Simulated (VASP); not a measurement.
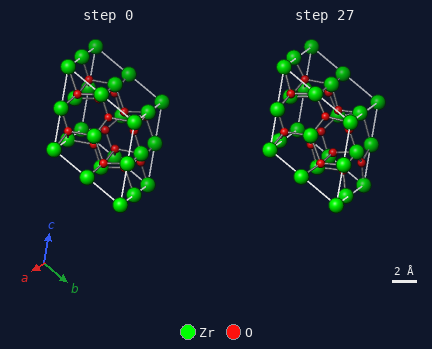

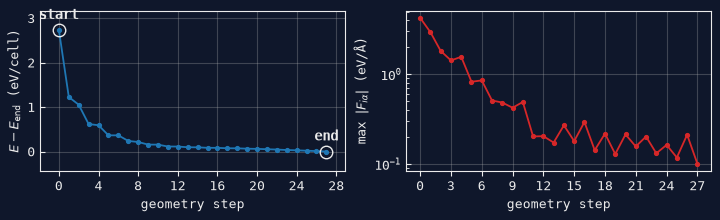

First and last geometry of a relaxation of a defect cell of composition Zr₇O₁₅ (cell charge −1), with the history of the run. The picture is a ball-and-stick view of the cell of the calculation, seen slightly off an axis.

The run lets the atoms move in a fixed cell.

Theory: VASP 6.6.1, Kohn-Sham DFT of a periodic cell, PBE, VASP PAW PBE potentials, recommended.

The input:
```
SYSTEM = Zr7O15
  PREC = Accurate
  ENCUT = 520
  EDIFF = 1E-7
  ISMEAR = -1
  SIGMA = 0.01
  LREAL = Auto
  LASPH = .True.
  NELM = 100
  ALGO = Fast
  ISIF = 2
  LWAVE = .False.
  LCHARG = .False.
  GGA = PE
  IBRION = 2
  NSW = 100
  EDIFFG = -0.03
  NELECT = 175.0
```

Launched with:
```bash
cat potpaw_PBE.64/Zr_sv/POTCAR potpaw_PBE.64/O/POTCAR > POTCAR
mpirun -np 1 vasp_std > vasp.out
```

What do the curves and the structures tell?

Answer. The run was cut off at its time limit before the relaxation converged, so the last structure is only a point on the way. Over 27 geometry steps the energy falls by 2.736 eV per cell of the calculation. The largest force component goes from 4.3 to 0.1 eV/Å. An O atom moves most: 0.45 Å along [1 3 2]. By element the largest moves are O 0.45 Å, Zr 0.36 Å. The cell stays as it was. Some distances before and after: O–Zr 2.433 → 3.069 Å, O–Zr 2.433 → 2.848 Å, O–Zr 2.433 → 2.110 Å, O–Zr 2.433 → 2.146 Å. Bond angles that change, for instance: Zr–O–Zr 109.1° → 133.5°, Zr–O–Zr 121.3° → 138.4°, Zr–O–Zr 109.1° → 125.9°.

```csv
step,"E − E(0), meV/atom","largest force component, eV/Å"
0,0.00,4.2529
1,-68.54,2.9467
2,-76.46,1.8235
3,-96.24,1.4284
4,-97.46,1.5679
5,-107.78,0.8270
6,-107.78,0.8566
7,-113.51,0.5114
8,-114.60,0.4857
9,-117.24,0.4252
10,-117.31,0.4927
11,-119.22,0.2036
12,-119.26,0.2051
13,-119.98,0.1742
14,-120.05,0.2709
15,-120.56,0.1807
16,-120.60,0.2948
17,-121.02,0.1432
18,-121.05,0.2190
19,-121.46,0.1297
20,-121.64,0.2145
21,-121.98,0.1575
22,-122.33,0.2032
23,-122.79,0.1321
24,-123.11,0.1640
25,-123.53,0.1187
26,-123.88,0.2127
27,-124.36,0.1014
```

Limits of the set-up: the periodic images lie only 7.2 Å apart, so the values are limited by the cell's size; the cell is charged, on a uniform background, and energies carry no finite-size correction.
